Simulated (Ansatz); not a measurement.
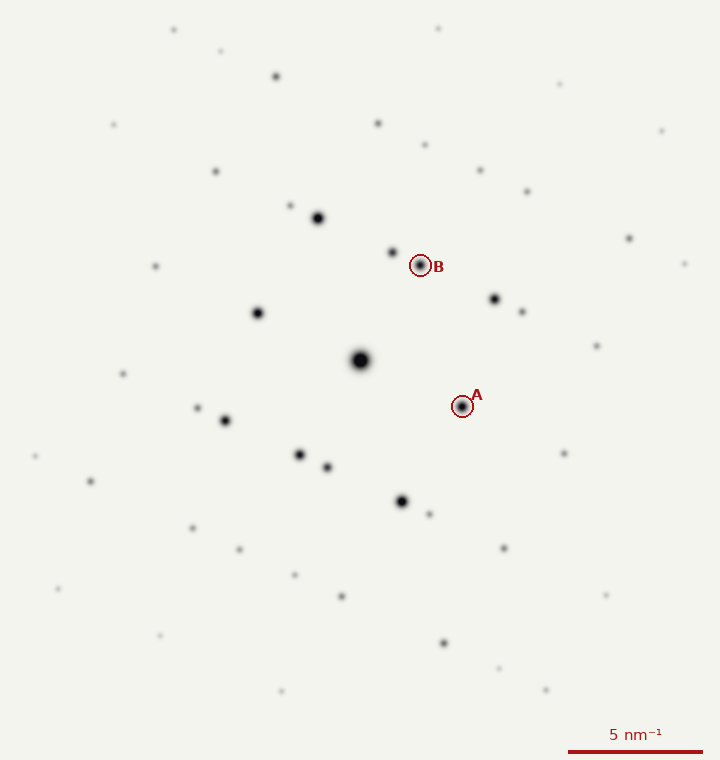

Kinematic zone-axis pattern, calculated for 300 keV electrons with B = 0.8 Å². Two individuals of a reflection twin are superposed (a geometric construction: whether this twin forms is not tested; the second individual is smaller and so fainter). Crystal: Be, space group P6_3/mmc (No. 194), a = 3.610 Å, c = 3.647 Å (hexagonal axes), zone axis [211]. Structure: the end point of a relaxation with DFT PBEsol, scalar-relativistic, plane waves, PAW in Ansatz 0.2.0; the starting structure was generated, so it need not be a known form of this composition.

In the first individual spot A is -1 1 1 and spot B is 0 -1 1.

Question: Find the twin plane.

Answer: (1-1-1). The spot positions of the combined pattern are mirror-symmetric about the row through 1 -1 -1 (d = 2.374 Å), which both individuals share, while a single individual has only symmetry 2mm without that mirror line. Friedel's law adds a mirror line at right angles, along which no low-index reflection lies.

Question: Which other reflections coincide?

Answer: Within the frame only the reflections of the common row coincide.
